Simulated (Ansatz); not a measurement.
A series of calculations on AlN

### Relaxation

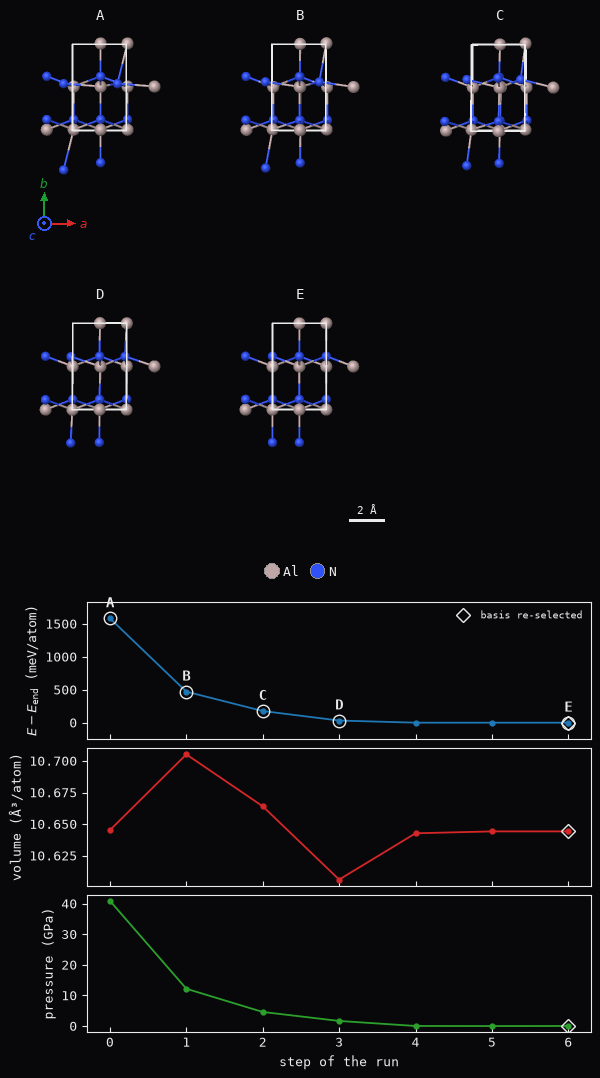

Frames of a relaxation of a crystal of AlN (set up in P1), marked on the history of the run. Style: ball-and-stick. Shown: the cell of the calculation, along the c axis.

The calculation used DFT PBE, scalar-relativistic, plane waves, PAW (Ansatz 0.2.0). (plane-wave cutoff 420 eV; k-point mesh 8 × 4 × 4; occupations gaussian; smearing width 0.05 eV; no spin polarisation; cell and atoms relaxed; force threshold 0.01 eV/Å; at most 80 steps)

Q: What happens along the run?

A: The energy falls by 1583 meV per atom in 5 accepted moves (6 points after the start). Largest force component: 49 eV/Å at the start, 0.00076 eV/Å at the end. The pressure goes from 40.91 to 0.02 GPa. The SCF was repeated once at an unchanged geometry on a basis and grid sized afresh for the cell, which shifted the energy by less than 0.05 meV per atom at most. The atom that moves furthest is an N atom (0.66 Å roughly along [3 2 −1]). By element the largest moves are N 0.66 Å, Al 0.09 Å. The cell stays as it was. Some distances before and after: Al–N 1.219 → 1.902 Å, Al–N 2.419 → 1.914 Å, Al–N 2.271 → 1.902 Å, Al–N 2.095 → 1.902 Å. Bond angles that change, for instance: Al–N–Al 140.2° → 110.7°, Al–N–Al 82.4° → 108.2°, Al–N–Al 86.2° → 108.2°. The space group (tolerance 0.01 Å) goes from P1 (No. 1) to P6_3mc (No. 186). The run took 110 s on 1 thread of Arm Neoverse V2, on a shared host, peak memory 0.38 GiB. From step 0 to 1: an N atom moves most (0.19 Å), volume +0.6 %, energy −1112 meV per atom. From step 1 to 2: an N atom moves most (0.20 Å), volume −0.4 %, energy −294 meV per atom. From step 2 to 3: an N atom moves most (0.20 Å), volume −0.5 %, energy −144 meV per atom. From step 3 to 6: an N atom moves most (0.11 Å), volume +0.4 %, energy −32.6 meV per atom.

```json
{"step": "0", "E − E(0), meV/atom": "0.00", "largest force component, eV/Å": "49.2486", "pressure, GPa": "40.91", "volume, Å³/atom": "10.645", "note": ""}
{"step": "1", "E − E(0), meV/atom": "-1112.49", "largest force component, eV/Å": "16.7628", "pressure, GPa": "12.19", "volume, Å³/atom": "10.705", "note": ""}
{"step": "2", "E − E(0), meV/atom": "-1406.42", "largest force component, eV/Å": "8.0945", "pressure, GPa": "4.61", "volume, Å³/atom": "10.664", "note": ""}
{"step": "3", "E − E(0), meV/atom": "-1550.78", "largest force component, eV/Å": "2.8640", "pressure, GPa": "1.67", "volume, Å³/atom": "10.606", "note": ""}
{"step": "4", "E − E(0), meV/atom": "-1583.34", "largest force component, eV/Å": "0.0332", "pressure, GPa": "0.03", "volume, Å³/atom": "10.643", "note": ""}
{"step": "5", "E − E(0), meV/atom": "-1583.35", "largest force component, eV/Å": "0.0008", "pressure, GPa": "0.00", "volume, Å³/atom": "10.644", "note": ""}
{"step": "6", "E − E(0), meV/atom": "-1583.35", "largest force component, eV/Å": "0.0008", "pressure, GPa": "0.02", "volume, Å³/atom": "10.644", "note": "same geometry, new basis"}
```

### Relaxation

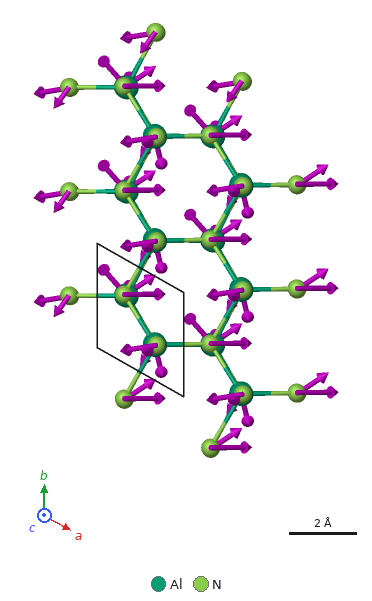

A relaxation of crystalline AlN (set up in P1). The starting structure is drawn; purple arrows show the displacements (the part carried along by the change of the cell is left out), 20 times their true length.

Style: ball-and-stick. Shown: the cell of the calculation, repeated 2 × 3 × 1 with one cell outlined, along the c axis.

Case: all atoms moved at random, sigma 0.05 Å for each component, cell strained at random, sigma 0.03; relaxed back.

These are results of Ansatz 0.2.0, DFT PBE, scalar-relativistic, plane waves, PAW, not measurements. Settings: plane-wave cutoff 420 eV; k-point mesh 12 × 12 × 2; occupations gaussian; smearing width 0.05 eV; no spin polarisation; cell and atoms relaxed; force threshold 0.01 eV/Å; at most 80 steps.

### Which element moves most?

Aluminium: up to 0.14 Å, against 0.08 Å for nitrogen.

### What did the optimiser do to the structure, and how much energy did it gain?

The energy falls by 182 meV per atom in 5 accepted moves (7 points after the start). The largest force component goes from 3.6 to 0.00075 eV/Å. The pressure goes from 9.94 to 0.00 GPa. At 2 points the geometry stayed and the basis and grid were re-selected for the new cell (energy shift of 2.0 meV per atom at most each time). The atom that moves furthest relative to the cell is an Al atom (0.14 Å along [−2 1 −2]). By element the largest moves are Al 0.14 Å, N 0.08 Å. The drawn cell changes as follows: a 3.000 → 3.130 Å (+4.3 %), b 3.141 → 3.130 Å (−0.3 %), c 10.165 → 10.036 Å (−1.3 %), α 90.1° → 90.0°, β 93.3° → 90.0°, γ 119.5° → 120.0°; the volume changes by +2.4 %. Near-neighbour distances that change, for instance: Al–N 2.101 → 1.915 Å, Al–N 1.745 → 1.903 Å, Al–N 2.066 → 1.915 Å, Al–N 2.046 → 1.902 Å. Among the angles between lasting bonds that change: N–Al–N 117.5° → 108.2°, Al–N–Al 99.0° → 108.2°, Al–N–Al 100.6° → 108.2°. The space group (tolerance 0.01 Å) goes from P1 (No. 1) to P6_3mc (No. 186).

### Scan

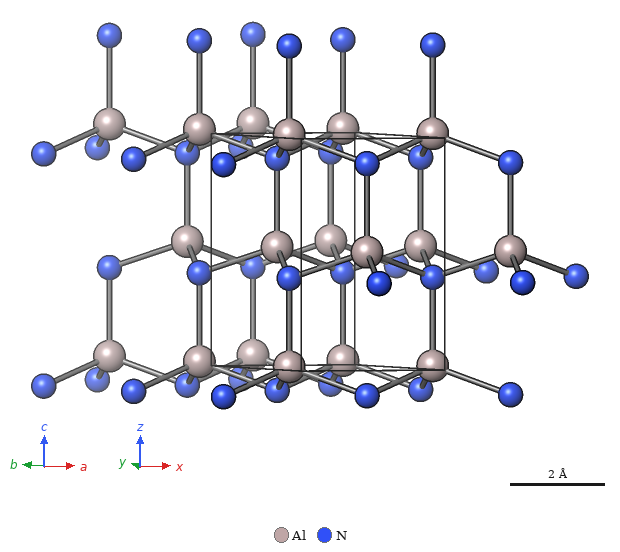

A scan of solid AlN (P6_3mc): Al1 (one in each cell of 4 atoms) is moved over the plane of the Cartesian directions x and z, all else fixed. The picture shows the reference cell. A ball-and-stick model of the cell of the calculation, repeated 2 × 3 × 1 with one cell outlined, seen nearly along the normal of the scanned plane.

Theory: DFT r2SCAN, scalar-relativistic, plane waves, PAW (Ansatz 0.2.0). Settings: plane-wave cutoff 500 eV; k-point mesh 12 × 12 × 6; occupations gaussian; smearing width 0.05 eV; no spin polarisation. Energies (free energies at the smearing named) are counted from the relaxed crystal.

```
CELL_PARAMETERS angstrom
3.10667 0.00000 0.00000
-1.55333 2.69045 0.00000
0.00000 0.00000 4.97840
ATOMIC_POSITIONS crystal
Al 0.33333 0.66667 0.00169
Al 0.66667 0.33333 0.50169
N 0.33333 0.66667 0.38331
N 0.66667 0.33333 0.88331
```

**What energies does the calculation give on a grid with rows −0.450, −0.225, 0.000, 0.225, 0.450 and columns −0.450, −0.225, 0.000, 0.225, 0.450 (displacement along x (Å); displacement along z (Å))?**

Rows: displacement along x (Å); columns: displacement along z (Å); values in eV/cell.

```csv
,−0.450,−0.225,0.000,0.225,0.450
−0.450,4.52,3.13,1.91,1.77,3.92
−0.225,1.93,1.02,0.43,0.97,4.02
0.000,1.21,0.42,0.00,0.75,4.12
0.225,1.93,1.02,0.43,0.97,4.02
0.450,4.52,3.13,1.91,1.77,3.92
```

In pairs of (displacement along x (Å); displacement along z (Å)): the lowest computed point lies at (0.000, 0.000) (0.00 eV/cell), the highest at (−0.450, −0.450), (0.450, −0.450) (4.52 eV/cell).

### Energy map

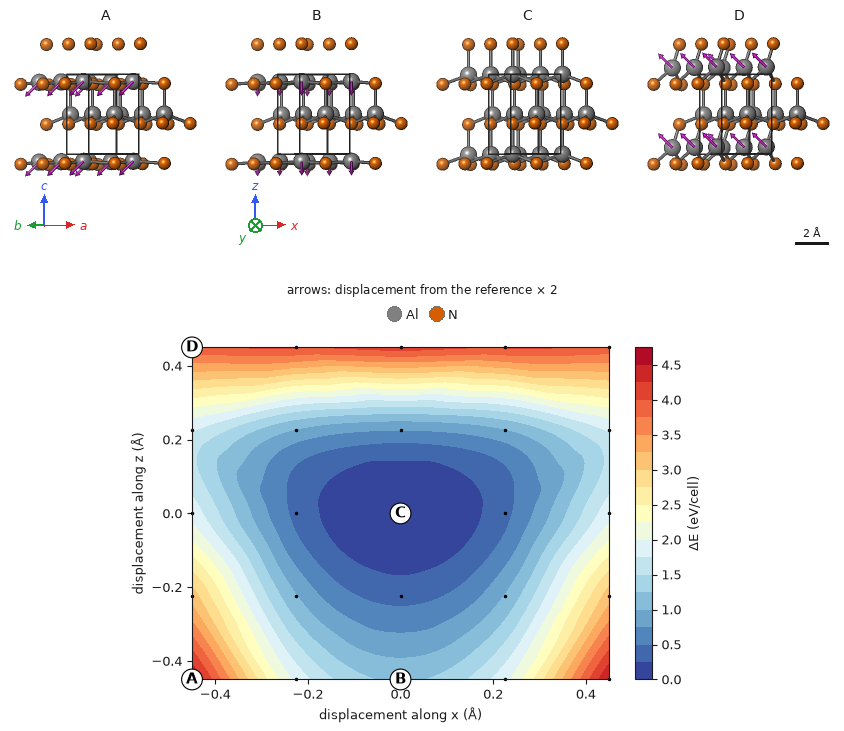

Energy scan for solid AlN (P6_3mc), in which an Al atom (one in each cell of 4 atoms) is moved over the plane of the Cartesian directions x and z, all else fixed. The map is interpolated between the computed points (dots). The lettered frames are marked on it. Style: ball-and-stick. Shown: the cell of the calculation, repeated 2 × 3 × 1 with one cell outlined, nearly along the normal of the scanned plane. Purple arrows: displacements from the reference.

The calculation used DFT r2SCAN, scalar-relativistic, plane waves, PAW (Ansatz 0.2.0). Set-up: plane-wave cutoff 500 eV; k-point mesh 12 × 12 × 6; occupations gaussian; smearing width 0.05 eV; no spin polarisation. Energies (free energies at the smearing named) are counted from the relaxed crystal.

What does the map show?

Answer. In pairs of (displacement along x (Å); displacement along z (Å)): the lowest computed point lies at (0.000, 0.000) (0.00 eV/cell), the highest at (−0.450, −0.450), (0.450, −0.450) (4.52 eV/cell). The frames lie at A (−0.450, −0.450): 4.52 eV/cell, B (0.000, −0.450): 1.21 eV/cell, C (0.000, 0.000): 0.00 eV/cell, D (−0.450, 0.450): 3.92 eV/cell.

The computed points:

Rows: displacement along x (Å); columns: displacement along z (Å); values in eV/cell.

|  | −0.450 | −0.225 | 0.000 | 0.225 | 0.450 |
| --- | --- | --- | --- | --- | --- |
| −0.450 | 4.52 | 3.13 | 1.91 | 1.77 | 3.92 |
| −0.225 | 1.93 | 1.02 | 0.43 | 0.97 | 4.02 |
| 0.000 | 1.21 | 0.42 | 0.00 | 0.75 | 4.12 |
| 0.225 | 1.93 | 1.02 | 0.43 | 0.97 | 4.02 |
| 0.450 | 4.52 | 3.13 | 1.91 | 1.77 | 3.92 |
